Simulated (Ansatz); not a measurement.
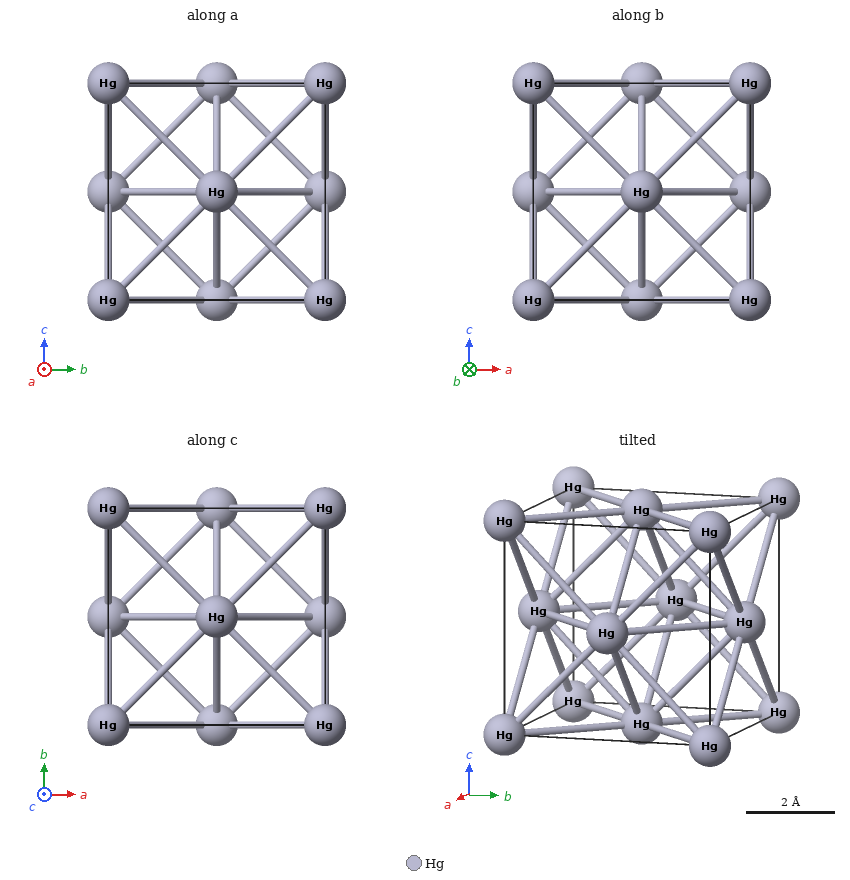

Structure drawing (ball-and-stick), viewed along the a axis, along the b axis, along the c axis and slightly off an axis. The frame is the conventional unit cell; atoms at its boundary are shown with their periodic copies.

Lattice parameters: a = 4.9299 Å, b = 4.9299 Å, c = 4.9299 Å, α = 90.000°, β = 90.000°, γ = 90.000°.

Question: Set out the cell and atoms as a CIF with its space group and independent sites.

Answer:
```cif
data_structure
_symmetry_space_group_name_H-M 'F m -3 m'
_symmetry_Int_Tables_number 225
_cell_length_a 4.9299
_cell_length_b 4.9299
_cell_length_c 4.9299
_cell_angle_alpha 90.000
_cell_angle_beta 90.000
_cell_angle_gamma 90.000
_cell_volume 119.82
loop_
_atom_site_label
_atom_site_type_symbol
_atom_site_symmetry_multiplicity
_atom_site_Wyckoff_symbol
_atom_site_fract_x
_atom_site_fract_y
_atom_site_fract_z
_atom_site_occupancy
Hg1 Hg 4 a 0.0000 0.0000 0.0000 1
```

The starting point was a structure type filled with this element by a generator (whether the element takes this form wasn't checked). Earlier steps of the study may have refined or changed the cell and positions. Ansatz was used for an electronic-structure calculation on it.
